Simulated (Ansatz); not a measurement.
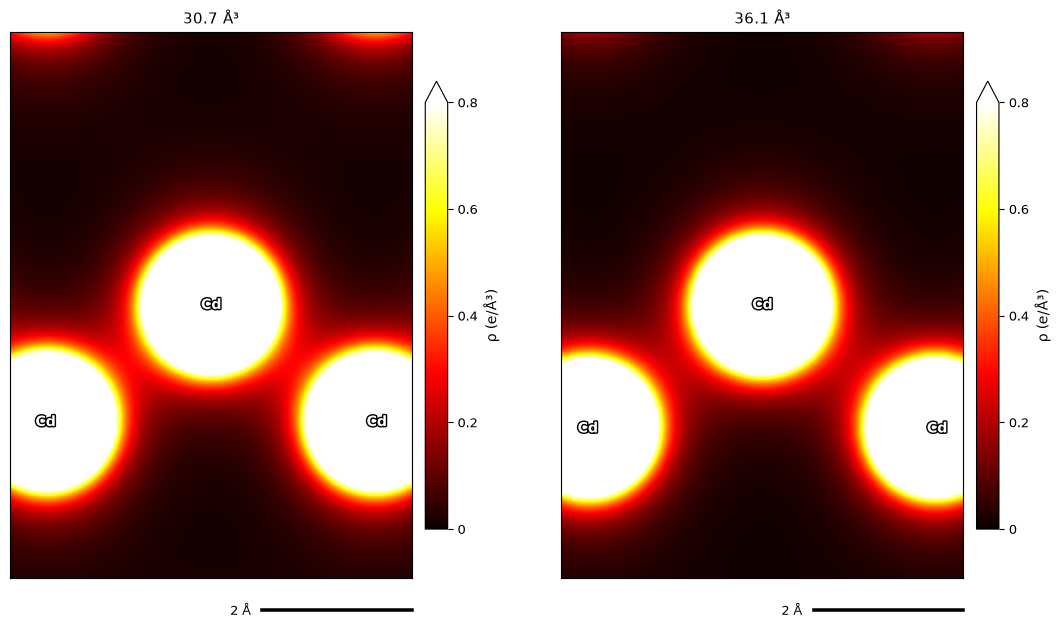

Cd. The valence electron density of cells scaled evenly to different volumes (given per atom above each panel), on the (11̄0) plane of each (indices in the axes of the cell below), at one length scale and on one colour scale.

A generated structure, not necessarily the stable one.

The calculation used DFT, PBEsol, plane waves (420 eV) with PAW, scalar-relativistic (Ansatz).

Core electrons are frozen (PAW), and the valence fields are smoothed inside the atomic spheres.

The largest cell:

```cif
data_structure
_symmetry_space_group_name_H-M 'P 1'
_symmetry_Int_Tables_number 1
_cell_length_a 4.6733
_cell_length_b 4.6733
_cell_length_c 4.6733
_cell_angle_alpha 60.000
_cell_angle_beta 60.000
_cell_angle_gamma 60.000
_cell_volume 72.17
loop_
_atom_site_label
_atom_site_type_symbol
_atom_site_fract_x
_atom_site_fract_y
_atom_site_fract_z
_atom_site_occupancy
Cd1 Cd 0.12500 0.12500 0.12500 1
Cd2 Cd 0.87500 0.87500 0.87500 1
```

| volume (Å³/atom) | Cd–Cd contact in the plane (Å) | ρ at its midpoint (e/Å³) | 
| --- | --- | --- |
| 30.74 | 2.713 | 0.296 | 
| 33.41 | 2.789 | ? | 
| 36.09 | 2.862 | 0.231 | 

**Estimate the missing row, and compare with the calculation.**

Over the known rows ln ρ falls by 1.66 per Å of Cd–Cd distance (the line through the two), which gives 0.261 e/Å³ at 2.789 Å; the calculation gives 0.260 e/Å³.
